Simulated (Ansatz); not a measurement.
SnSe

Input file:

```
crystal:
  lattice:
    - [0.0, 3.3668, 3.3668]
    - [3.3668, 0.0, 3.3668]
    - [3.3668, 3.3668, 0.0]
  atoms:
    - { symbol: Sn, position: [0.0, 0.0, 0.0] }
    - { symbol: Se, position: [0.25, 0.25, 0.25] }
basis:
  ecutwfc: 420
kpoints:
  mp_grid: { grid: [8, 8, 8] }
hamiltonian:
  xc: hse06
scf:
  occupations: { method: gaussian, width: 0.02 }
output:
  forces: true
  stress: true
  eigenvalues: true
  write_density: true
  write_potential: true
  elf: true
  volumetric_format: npy
```

Command:

```sh
ansatz run input.yaml --threads 4 --pin off --max-ram 12288MiB --backend cpu --events-out ev --progress --plain --runs-dir out
```

Below, planes, directions and counts refer to the conventional cell (a = 6.73 Å, b = 6.73 Å, c = 6.73 Å, α = 90.00°, β = 90.00°, γ = 90.00°).

Space group F-43m; a generated structure, not necessarily the stable one; changed on purpose from its base cell (volume × 1.000 of the coarse rest volume).

These are results of Ansatz, DFT HSE06, scalar-relativistic, plane waves, PAW, not measurements.

Core electrons are frozen (PAW), and the valence fields are smoothed inside the atomic spheres.

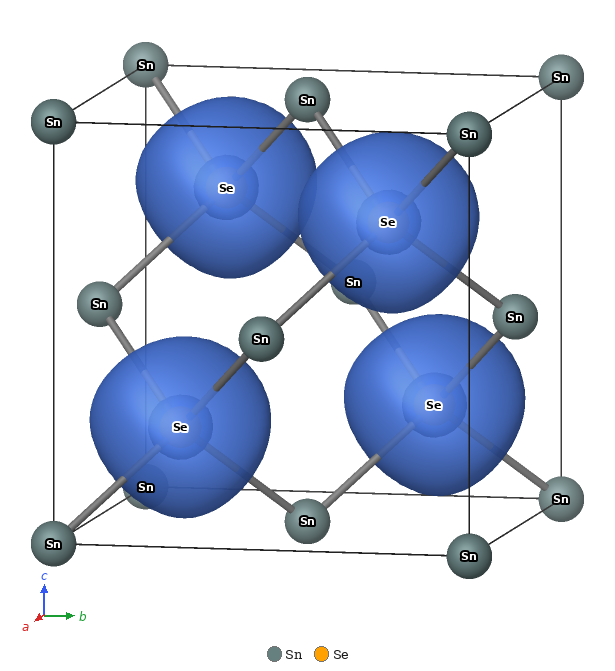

Figure 1. Isosurface of the electron localisation function at 0.6 (blue), seen slightly off an axis. Only the valence region is drawn (cores and ρ < 0.01 e/Å³ removed). Sticks mark near contacts.

Q: What do the ELF domains correspond to?

A: At this value the surface marks out four regions wrapped around Se (the valence shell of each), counted in one cell of 8 atoms. Regions shared between cells count once. Profiles from the grid: Sn–Se (2.92 Å): the ELF is about 0.45 at the midpoint and 0.30 at its lowest between the atoms.

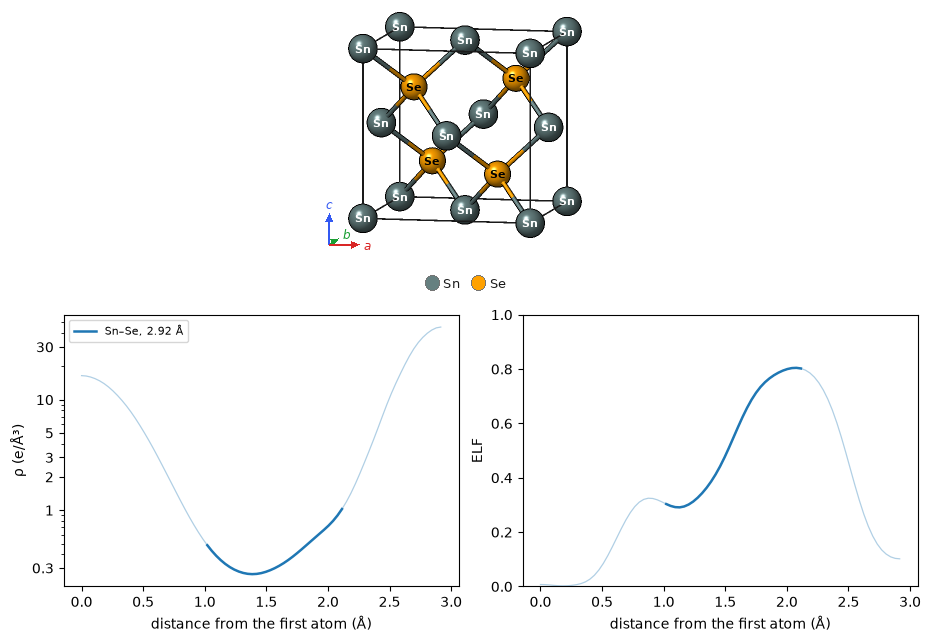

Figure 2. Valence charge density (pseudo) and ELF along straight lines between neighbouring atoms. Thin, pale parts lie inside the atomic spheres. The structure is drawn too.

Q: What can be read from the curves?

A: Sn–Se (2.92 Å): ρ at the midpoint is about 0.27 e/Å³; the ELF is about 0.45 at the midpoint and 0.30 at its lowest between the atoms.

Q: Does the calculation make it a metal, or give it a gap?

A: It is gapped, with a Kohn–Sham gap of 0.31 eV on the k-point mesh, an upper bound to the gap of this method.
